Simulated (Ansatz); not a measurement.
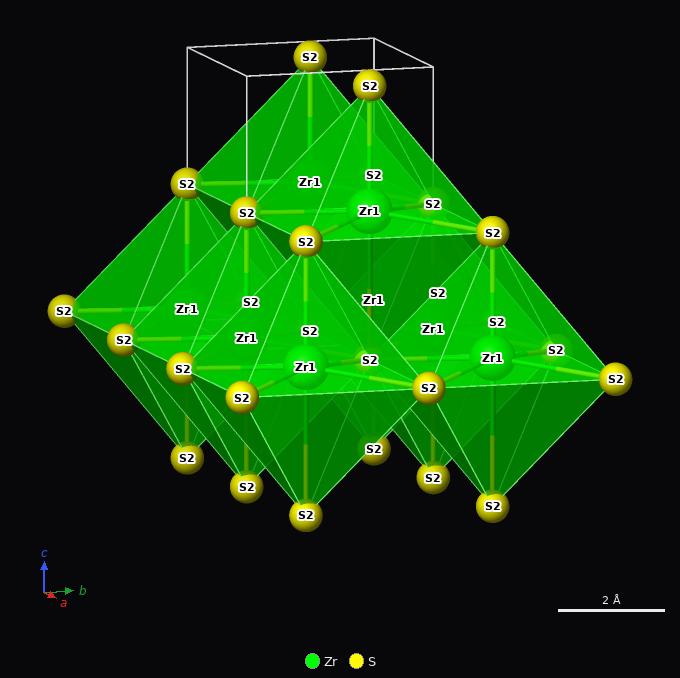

Figure 1. The input geometry of run A (polyhedral view of the cell 2 times as large as that of the calculation, set on its symmetry axes, repeated 2 × 1 × 1, seen slightly off an axis; polyhedra are completed across the faces of the cell; atoms are numbered from 1 in the order of the input). An atom can appear more than once, as a periodic image.

# ZrS: one change and its effect

System: ZrS (I4mm, 2 atoms in the cell).
Method of run A: DFT r2SCAN, scalar-relativistic, plane waves, PAW, no spin polarisation (Ansatz 0.2.0).

The structure derives from an entry of the Crystallography Open Database. Text and figures count atoms from 1; the logs count them from 0 in places.

Input file, run A:
```yaml
crystal:
  lattice:
    - [0.0, 2.625, 2.625]
    - [2.625, 0.0, 2.625]
    - [2.625, 2.625, 0.0]
  atoms:
    - { symbol: Zr, position: [-0.0428571429, -0.0428571429, 0.0428571429] }
    - { symbol: S, position: [0.5, 0.5, 0.5] }
basis:
  ecutwfc: 500
kpoints:
  mp_grid: { grid: [16, 16, 16] }
hamiltonian:
  xc: r2scan
scf:
  occupations: { method: gaussian, width: 0.15 }
output:
  forces: true
  stress: true
  eigenvalues: true
```

Command:
```bash
ansatz run input.yaml --threads 1 --pin off --max-ram 2560MiB --backend cpu --events-out ev --progress --plain --runs-dir out
```

Hardware: 1 thread of Intel Xeon @ 2.70GHz, 189 GiB of memory available, shared host.

Output, shortened to warnings, some set-up lines, iterations and results (run A):
```
Basis set: ecut = 500 eV, 941 PW (Γ), exchange–correlation on 120×120×120 points (64 copies of the dense FFT grid, shifted against one another)
Symmetry: 8 space group operations
k-points: 349 of 4096 (time reversal used)
Initial density: superposition of atomic densities (neutral atoms: chi_scale 0, normalization atom), corrected by the library's trained network
[...]
SCF iter   1: F=—  HF=-5103.772300 eV  |F-HF|=—  |Δ(HF+E_count)|=         —  Δρ=7.34e-3  dr2=1.74e-2  dr2_τ=1.95e-2  ethr=1.77e-3  ⟨swp⟩=5.1  Hψ=60551  notcnv=0
SCF iter   2: F=—  HF=-5103.837830 eV  |F-HF|=—  |Δ(HF+E_count)|=   6.55e-2  Δρ=4.95e-3  dr2=8.47e-3  dr2_τ=1.64e-4  ethr=9.68e-5  ⟨swp⟩=2.0  Hψ=12049  notcnv=0  defer=914
SCF iter   3: F=—  HF=-5103.837898 eV  |F-HF|=—  |Δ(HF+E_count)|=   6.72e-5  Δρ=1.33e-3  dr2=8.16e-4  dr2_τ=1.60e-4  ethr=4.71e-5  ⟨swp⟩=2.5  Hψ=8037  notcnv=0  defer=914
SCF iter   4: F=—  HF=-5103.837828 eV  |F-HF|=—  |Δ(HF+E_count)|=   6.94e-5  Δρ=3.94e-4  dr2=3.60e-5  dr2_τ=2.43e-6  ethr=4.53e-6  ⟨swp⟩=2.1  Hψ=6620  notcnv=0  defer=914
SCF iter   5: F=—  HF=-5103.837860 eV  |F-HF|=—  |Δ(HF+E_count)|=   3.23e-5  Δρ=9.62e-5  dr2=3.57e-6  dr2_τ=1.68e-7  ethr=2.00e-7  ⟨swp⟩=2.2  Hψ=7305  notcnv=0  defer=914
SCF iter   6: F=—  HF=-5103.837864 eV  |F-HF|=—  |Δ(HF+E_count)|=   3.78e-6  Δρ=2.08e-5  dr2=2.12e-7  dr2_τ=3.23e-9  ethr=1.98e-8  ⟨swp⟩=2.0  Hψ=6753  notcnv=0  defer=914
SCF iter   7: F=-5103.837864 eV  HF=-5103.837864 eV  |F-HF|=4.15e-9  |Δ(HF+E_count)|=   2.30e-7  Δρ=5.54e-6  dr2=1.21e-8  dr2_τ=5.72e-10  ethr=5.56e-10  ⟨swp⟩=8.5  Hψ=29697  …
SCF 1 converged in 7 iterations: F = -5103.837864 eV  dr2 = 1.21e-8
SCF converged after 7 iterations
Free energy (F): -5103.837864 eV
Harris-Foulkes:  -5103.837864 eV  (|F-HF|=4.15e-9)
Internal energy: -5103.824984 eV  (E = F + TS)
E sigma→0 (E₀):  -5103.831424 eV
Entropy (-TS):   -0.012880 eV (-6.440 meV/atom)
Fermi energy:    14.737014 eV
--- Per-component energies (eV) ---
  E_band       = -84.342905
  E_kinetic    = 444.715793
  E_local      = -704.315166  (includes V_loc(G=0)·N_el)
  E_nonlocal   = 107.464689
  E_hartree    = 222.852882
  E_xc         = -249.726204
  E_vxc        = -308.460112  (∫ρ·V_xc dr)
  E_paw        = -3580.673134  (= ΣΔE_a)
  E_vpaw       = -86.182397  (= ΣTr[D̂ρ^β])
  E_aug_tail   = 0.000010  (compensation charges beyond the density's cutoff)
  E_vtau       = 16.728969  (kinetic-family band-sum trace: ∫τ·v_τ [+ j·A + Jᵃ·Aᵃ] dr)
  E_ewald      = -1343.869347
  E_core_change = -0.274508  (= ΣΔE_core)
  E_smearing   = -0.012880  (= −TS)
  E_closure    = 0.000000  (closes the sum)
  Σ components = -5103.837864   (vs F -5103.837864, Δ=0.00e0)
--- Forces (eV/Å), atoms counted from 1 ---
  atom   1  Zr     0.00000000     0.00000000     1.49436885
  atom   2  S      0.00000000    -0.00000000    -1.49439348
  max |Σ_I F_I| component: 2.46e-5 eV/Å
--- Stress (GPa, compression-positive) ---
       -2.838592       0.000000       0.000000
        0.000000      -2.838592       0.000000
        0.000000       0.000000       8.756562
  P = ⅓ Tr σ = 1.0265 GPa (10.265 kbar)
```

The input of run B differs as follows (lines with − go, lines with + come):
```diff
-    - { symbol: Zr, position: [-0.0428571429, -0.0428571429, 0.0428571429] }
+    - { symbol: Zr, position: [0.0571428571, 0.0571428571, -0.0571428571] }
```

How does run B compare with run A?

With the same functional and potentials, run B lies 72.4 meV per atom higher. The pressure goes from 1.03 to 3.58 GPa. The largest force goes from 1.494 to 2.405 eV/Å. The number of SCF iterations is the same.

Output, shortened to warnings, some set-up lines, iterations and results (run B):
```
Basis set: ecut = 500 eV, 941 PW (Γ), exchange–correlation on 120×120×120 points (64 copies of the dense FFT grid, shifted against one another)
Symmetry: 8 space group operations
k-points: 349 of 4096 (time reversal used)
Initial density: superposition of atomic densities (neutral atoms: chi_scale 0, normalization atom), corrected by the library's trained network
[...]
SCF iter   1: F=—  HF=-5103.627007 eV  |F-HF|=—  |Δ(HF+E_count)|=         —  Δρ=7.56e-3  dr2=1.90e-2  dr2_τ=2.22e-2  ethr=1.77e-3  ⟨swp⟩=5.0  Hψ=27483  notcnv=0
SCF iter   2: F=—  HF=-5103.692552 eV  |F-HF|=—  |Δ(HF+E_count)|=   6.55e-2  Δρ=4.91e-3  dr2=7.89e-3  dr2_τ=2.46e-4  ethr=1.05e-4  ⟨swp⟩=2.4  Hψ=10971  notcnv=0  defer=6
SCF iter   3: F=—  HF=-5103.692923 eV  |F-HF|=—  |Δ(HF+E_count)|=   3.70e-4  Δρ=9.11e-4  dr2=2.56e-4  dr2_τ=8.42e-5  ethr=4.38e-5  ⟨swp⟩=2.8  Hψ=7595  notcnv=0  defer=6
SCF iter   4: F=—  HF=-5103.693026 eV  |F-HF|=—  |Δ(HF+E_count)|=   1.03e-4  Δρ=3.63e-4  dr2=3.42e-5  dr2_τ=2.22e-6  ethr=1.42e-6  ⟨swp⟩=2.0  Hψ=6224  notcnv=0  defer=6
SCF iter   5: F=—  HF=-5103.693058 eV  |F-HF|=—  |Δ(HF+E_count)|=   3.21e-5  Δρ=1.05e-4  dr2=3.88e-6  dr2_τ=8.24e-8  ethr=1.90e-7  ⟨swp⟩=2.1  Hψ=6305  notcnv=0  defer=6
SCF iter   6: F=—  HF=-5103.693063 eV  |F-HF|=—  |Δ(HF+E_count)|=   4.43e-6  Δρ=2.20e-5  dr2=2.40e-7  dr2_τ=3.96e-9  ethr=2.16e-8  ⟨swp⟩=2.0  Hψ=6386  notcnv=0  defer=6
SCF iter   7: F=-5103.693063 eV  HF=-5103.693063 eV  |F-HF|=4.04e-9  |Δ(HF+E_count)|=   1.93e-7  Δρ=4.54e-6  dr2=8.59e-9  dr2_τ=5.70e-10  ethr=5.56e-10  ⟨swp⟩=6.0  Hψ=21795  …
SCF 1 converged in 7 iterations: F = -5103.693063 eV  dr2 = 8.59e-9
SCF converged after 7 iterations
Free energy (F): -5103.693063 eV
Harris-Foulkes:  -5103.693063 eV  (|F-HF|=4.04e-9)
Internal energy: -5103.678749 eV  (E = F + TS)
E sigma→0 (E₀):  -5103.685906 eV
Entropy (-TS):   -0.014314 eV (-7.157 meV/atom)
Fermi energy:    14.681534 eV
--- Per-component energies (eV) ---
  E_band       = -84.370797
  E_kinetic    = 445.542529
  E_local      = -709.800257  (includes V_loc(G=0)·N_el)
  E_nonlocal   = 107.579882
  E_hartree    = 225.303950
  E_xc         = -249.936044
  E_vxc        = -308.810894  (∫ρ·V_xc dr)
  E_paw        = -3580.743003  (= ΣΔE_a)
  E_vpaw       = -86.262720  (= ΣTr[D̂ρ^β])
  E_aug_tail   = 0.000010  (compensation charges beyond the density's cutoff)
  E_vtau       = 16.774544  (kinetic-family band-sum trace: ∫τ·v_τ [+ j·A + Jᵃ·Aᵃ] dr)
  E_ewald      = -1341.351308
  E_core_change = -0.274508  (= ΣΔE_core)
  E_smearing   = -0.014314  (= −TS)
  E_closure    = 0.000000  (closes the sum)
  Σ components = -5103.693063   (vs F -5103.693063, Δ=0.00e0)
--- Forces (eV/Å), atoms counted from 1 ---
  atom   1  Zr     0.00000000     0.00000000    -2.40509223
  atom   2  S     -0.00000000     0.00000000     2.40511196
  max |Σ_I F_I| component: 1.97e-5 eV/Å
--- Stress (GPa, compression-positive) ---
       -3.332969       0.000000       0.000000
        0.000000      -3.332969       0.000000
        0.000000      -0.000000      17.400390
  P = ⅓ Tr σ = 3.5782 GPa (35.782 kbar)
```

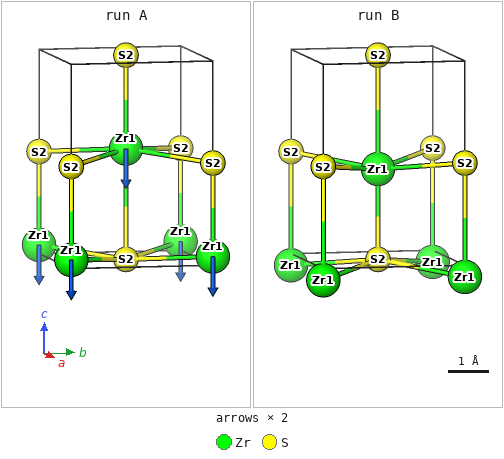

Figure 2. The two input geometries at one scale (ball-and-stick view of the cell 2 times as large as that of the calculation, set on its symmetry axes, seen slightly off an axis). The blue arrows on the first give the shifts of the atoms relative to the cell, magnified 2 times. Zr1 moves most: 0.53 Å. S stays in place. The lattice vectors keep their values. Among the contacts that change: Zr1–S2 2.850 → 2.325 Å.

The two runs side by side:

```tsv
quantity	run A	run B
outcome	converged	converged
free energy per atom (eV)	−2551.9189	−2551.8465
energy per atom, smearing taken to zero (eV)	−2551.9157	−2551.8430
gap on the mesh (eV)	0.00	0.00
pressure (GPa)	1.03	3.58
largest force (eV/Å)	1.494	2.405
SCF iterations	7	7
irreducible k-points	349	349
plane waves at Γ	941	941
wall time (shared host)	35 s	25 s
```
